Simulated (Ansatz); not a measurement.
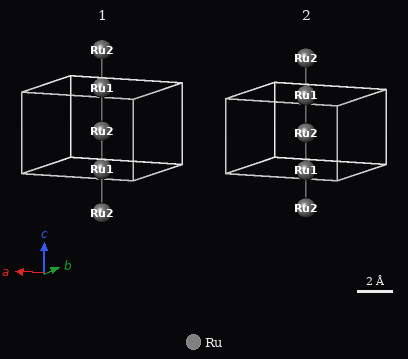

Two geometries of a wire of composition Ru, drawn at one scale. One is the start of a relaxation, the other its converged end. Style: ball-and-stick. Shown: the cell of the calculation, with the vacuum cut short, from a free direction.

Theory: Ansatz, DFT PBEsol, scalar-relativistic, plane waves, PAW. Settings: plane-wave cutoff 420 eV; k-point mesh 1 × 1 × 14; occupations gaussian; smearing width 0.05 eV; collinear spin; cell relaxed at fixed a, b, alpha, beta, gamma; force threshold 0.01 eV/Å; at most 45 steps.

Which geometry has the lower energy?

Answer. Structure 2 is the relaxed one. Case: dimerised chain of atoms. The largest moves relative to the layer's centre, 0.076 Å, are those of Ru1 and Ru2. Along the periodic axis the drawn cell goes c 4.739 → 4.355 Å (−8.1 %). Some distances before and after: Ru1–Ru2 2.535 → 2.178 Å, Ru1–Ru2 (another image) 2.204 → 2.177 Å. Over 3 accepted moves (4 points after the start) the energy falls by 0.485 eV per cell of the calculation. The largest force component goes from 0.34 to 0.0023 eV/Å. The SCF was repeated once at an unchanged geometry on a basis and grid sized afresh for the cell, which shifted the energy by 1.6 meV per cell of the calculation at most.

Limits of the set-up: the k-point mesh is coarse for a cell with partly filled bands.
